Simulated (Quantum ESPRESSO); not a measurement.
**Run report: Cr, relaxation of cell and atoms (part 2 of 2)**

The same run, continued: Cr (P6₃/mmc, 2 atoms in the cell); Kohn-Sham DFT of a periodic cell, PBEsol with D3(BJ), GBRV 1.5 PBEsol, spin-polarised (Quantum ESPRESSO 7.5); cutoff 612.26 eV, 11×11×6 k-mesh, fermi-dirac of 0.05 eV, collinear spins. The structure derives from an entry of the Crystallography Open Database.

Geometry of the input (Å; fractional positions):
```
2.7140  0.0000  0.0000
-1.3570  2.3504  0.0000
0.0000  0.0000  4.4100
Cr 0.6667  0.3333  0.7500
Cr 0.3333  0.6667  0.2500
```

**Log, continued**
```
     total energy              =    -350.70949312 Ry
     estimated scf accuracy    <       0.01830920 Ry

     total magnetization       =     3.26 Bohr mag/cell
     absolute magnetization    =     3.26 Bohr mag/cell

     iteration #  7     ecut=    45.00 Ry     beta= 0.30
     Davidson diagonalization with overlap
     ethr =  3.48E-05,  avg # of iterations =  1.5

     negative rho (up, down):  0.000E+00 3.423E-03

     total energy              =    -350.71442619 Ry
     estimated scf accuracy    <       0.00122613 Ry

     total magnetization       =     2.80 Bohr mag/cell
     absolute magnetization    =     2.80 Bohr mag/cell

     iteration #  8     ecut=    45.00 Ry     beta= 0.30
     Davidson diagonalization with overlap
     ethr =  4.38E-06,  avg # of iterations =  1.7

     negative rho (up, down):  0.000E+00 3.306E-03

     total energy              =    -350.71522978 Ry
     estimated scf accuracy    <       0.00054019 Ry

     total magnetization       =     2.57 Bohr mag/cell
     absolute magnetization    =     2.57 Bohr mag/cell

     iteration #  9     ecut=    45.00 Ry     beta= 0.30
     Davidson diagonalization with overlap
     ethr =  1.93E-06,  avg # of iterations =  1.1

     negative rho (up, down):  0.000E+00 2.803E-03

     total energy              =    -350.71530282 Ry
     estimated scf accuracy    <       0.00046612 Ry

     total magnetization       =     2.51 Bohr mag/cell
     absolute magnetization    =     2.52 Bohr mag/cell

     iteration # 10     ecut=    45.00 Ry     beta= 0.30
     Davidson diagonalization with overlap
     ethr =  1.66E-06,  avg # of iterations =  1.7

     negative rho (up, down):  0.000E+00 2.464E-03

     total energy              =    -350.71589706 Ry
     estimated scf accuracy    <       0.00016968 Ry

     total magnetization       =     2.27 Bohr mag/cell
     absolute magnetization    =     2.27 Bohr mag/cell

[... 95 further cycles ...]
     iteration #  5     ecut=    45.00 Ry     beta= 0.30
     Davidson diagonalization with overlap
     ethr =  3.90E-05,  avg # of iterations =  2.0

     negative rho (up, down):  1.260E-03 1.260E-03

     total energy              =    -350.78113950 Ry
     estimated scf accuracy    <       0.00116550 Ry

     total magnetization       =     0.00 Bohr mag/cell
     absolute magnetization    =     0.00 Bohr mag/cell

     iteration #  6     ecut=    45.00 Ry     beta= 0.30
     Davidson diagonalization with overlap
     ethr =  4.16E-06,  avg # of iterations =  1.4

     negative rho (up, down):  1.254E-03 1.254E-03

     total energy              =    -350.78128318 Ry
     estimated scf accuracy    <       0.00003646 Ry

     total magnetization       =     0.00 Bohr mag/cell
     absolute magnetization    =     0.00 Bohr mag/cell

     iteration #  7     ecut=    45.00 Ry     beta= 0.30
     Davidson diagonalization with overlap
     ethr =  1.30E-07,  avg # of iterations =  2.0

     negative rho (up, down):  1.251E-03 1.251E-03

     total energy              =    -350.78129015 Ry
     estimated scf accuracy    <       0.00000127 Ry

     total magnetization       =     0.00 Bohr mag/cell
     absolute magnetization    =     0.00 Bohr mag/cell

     iteration #  8     ecut=    45.00 Ry     beta= 0.30
     Davidson diagonalization with overlap
     ethr =  4.54E-09,  avg # of iterations =  1.8

     negative rho (up, down):  1.248E-03 1.248E-03

     total energy              =    -350.78128895 Ry
     estimated scf accuracy    <       0.00000349 Ry

     total magnetization       =     0.00 Bohr mag/cell
     absolute magnetization    =     0.00 Bohr mag/cell

     iteration #  9     ecut=    45.00 Ry     beta= 0.30
     Davidson diagonalization with overlap
     ethr =  4.54E-09,  avg # of iterations =  2.0

     negative rho (up, down):  1.247E-03 1.247E-03

     total energy              =    -350.78128940 Ry
     estimated scf accuracy    <       0.00000008 Ry

     total magnetization       =     0.00 Bohr mag/cell
     absolute magnetization    =     0.00 Bohr mag/cell

     iteration # 10     ecut=    45.00 Ry     beta= 0.30
     Davidson diagonalization with overlap
     ethr =  2.71E-10,  avg # of iterations =  2.1

     negative rho (up, down):  1.248E-03 1.248E-03

     total energy              =    -350.78128943 Ry
     estimated scf accuracy    <          4.2E-09 Ry

     total magnetization       =     0.00 Bohr mag/cell
     absolute magnetization    =     0.00 Bohr mag/cell

     iteration # 11     ecut=    45.00 Ry     beta= 0.30
     Davidson diagonalization with overlap
     ethr =  1.49E-11,  avg # of iterations =  1.7

     negative rho (up, down):  1.248E-03 1.248E-03

     total energy              =    -350.78128944 Ry
     estimated scf accuracy    <          1.6E-11 Ry

     total magnetization       =     0.00 Bohr mag/cell
     absolute magnetization    =     0.00 Bohr mag/cell

     iteration # 12     ecut=    45.00 Ry     beta= 0.30
     Davidson diagonalization with overlap
     ethr =  1.00E-13,  avg # of iterations =  2.2

     negative rho (up, down):  1.248E-03 1.248E-03

     total energy              =    -350.78128944 Ry
     estimated scf accuracy    <          3.2E-11 Ry

     total magnetization       =     0.00 Bohr mag/cell
     absolute magnetization    =     0.00 Bohr mag/cell

     iteration # 13     ecut=    45.00 Ry     beta= 0.30
     Davidson diagonalization with overlap
     ethr =  1.00E-13,  avg # of iterations =  1.0

     negative rho (up, down):  1.248E-03 1.248E-03

     total energy              =    -350.78128944 Ry
     estimated scf accuracy    <          9.2E-12 Ry

     total magnetization       =     0.00 Bohr mag/cell
     absolute magnetization    =     0.00 Bohr mag/cell

     iteration # 14     ecut=    45.00 Ry     beta= 0.30
     Davidson diagonalization with overlap
     ethr =  1.00E-13,  avg # of iterations =  1.0

     negative rho (up, down):  1.248E-03 1.248E-03

     Magnetic moment per site  (integrated on atomic sphere of radius R)
     atom   1 (R=0.370)  charge= 12.1984  magn=  0.0000
     atom   2 (R=0.370)  charge= 12.1984  magn=  0.0000

     End of self-consistent calculation

     Number of k-points >= 100: set verbosity='high' to print the bands.

     the Fermi energy is    19.7584 ev

!    total energy              =    -350.78128944 Ry
     estimated scf accuracy    <          4.5E-13 Ry
     smearing contrib. (-TS)   =      -0.00150153 Ry
     internal energy E=F+TS    =    -350.77978791 Ry

     The total energy is F=E-TS. E is the sum of the following terms:
     one-electron contribution =    -111.75816657 Ry
     hartree contribution      =      72.51246632 Ry
     xc contribution           =     -44.51147218 Ry
     ewald contribution        =    -266.96169196 Ry
     DFT-D3 Dispersion         =      -0.06092352 Ry

     total magnetization       =     0.00 Bohr mag/cell
     absolute magnetization    =     0.00 Bohr mag/cell

     convergence has been achieved in  14 iterations

     negative rho (up, down):  1.248E-03 1.248E-03

     Forces acting on atoms (cartesian axes, Ry/au):

     atom    1 type  1   force =     0.00000000    0.00000000    0.00000000
     atom    2 type  1   force =    -0.00000000   -0.00000000   -0.00000000

     Total force =     0.000000     Total SCF correction =     0.000000

     Computing stress (Cartesian axis) and pressure

     negative rho (up, down):  1.248E-03 1.248E-03
          total   stress  (Ry/bohr**3)                   (kbar)     P=       -1.01
  -0.00000807  -0.00000000   0.00000000           -1.19       -0.00        0.00
   0.00000000  -0.00000807  -0.00000000            0.00       -1.19       -0.00
   0.00000000  -0.00000000  -0.00000435            0.00       -0.00       -0.64

=------------------------------------------------------------------------------=
   JOB DONE.
=------------------------------------------------------------------------------=
```

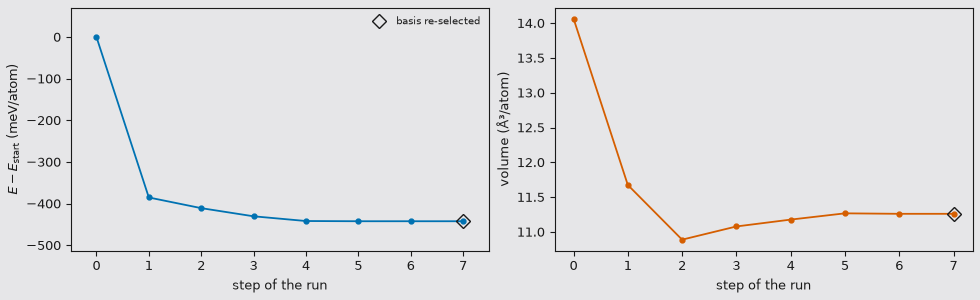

*Progress of the relaxation, step by step (steps are counted from 0).*

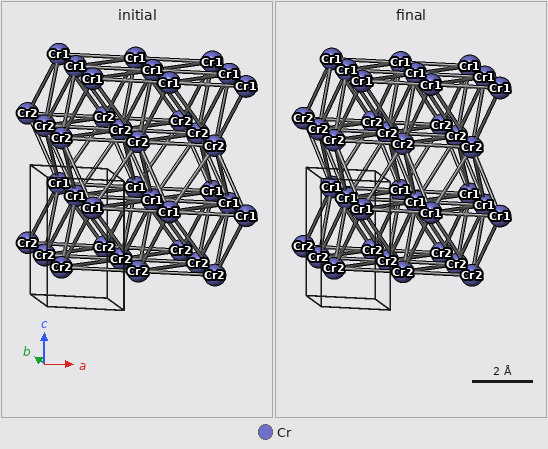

*Before (left) and after (right) the relaxation, at one scale (ball-and-stick view of the cell of the calculation, repeated 3 × 3 × 2, seen slightly off an axis).*

After 6 geometry steps the energy has fallen by 442 meV per atom. All forces vanish by symmetry, so only the cell relaxes. No atom moves by more than 0.005 Å relative to the cell. The drawn cell changes as follows: a = b 2.714 → 2.440 Å (−10.1 %), c 4.410 → 4.367 Å (−1.0 %); the volume changes by −19.9 %. Among the contacts that change: Cr1–Cr1 2.714 → 2.440 Å, Cr1–Cr2 2.705 → 2.599 Å. The space group stays P6_3/mmc (No. 194). A last SCF at the same geometry on a re-selected plane-wave basis shifts the energy by next to nothing (0.0 meV per atom). (Atoms are counted from 1 in the order of the input.)

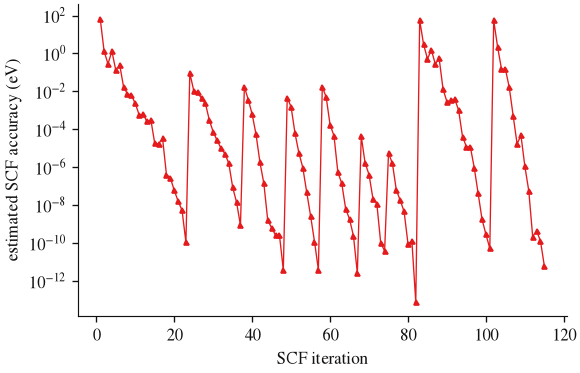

*Convergence of the self-consistent field: estimated SCF accuracy against the iteration.*

The field takes 115 iterations in all.

**Key numbers**

| quantity | value |
| --- | --- |
| outcome | converged |
| space group (tolerance 0.01 Å) | P6₃/mmc (194) |
| electrons treated | 28 |
| free energy | −4772.6226 eV |
| Fermi energy | 19.758 eV |
| gap on the k-point mesh | none (metallic) |
| net moment of the cell | 0.00 μB |
| integrated absolute moment | 0.00 μB |
| pressure | −0.10 GPa |
| final volume | 22.52 Å³ |
| largest force (length of the vector) at the end | under 0.001 eV/Å |
| final cell | a = 2.440 Å, b = 2.440 Å, c = 4.367 Å, α = 90.00°, β = 90.00°, γ = 120.00° |
| wall time | 3.6 min (CPU time 7.2 min) |
| peak memory | 0.24 GiB |

**Remarks**

Notes on the run: negative rho.
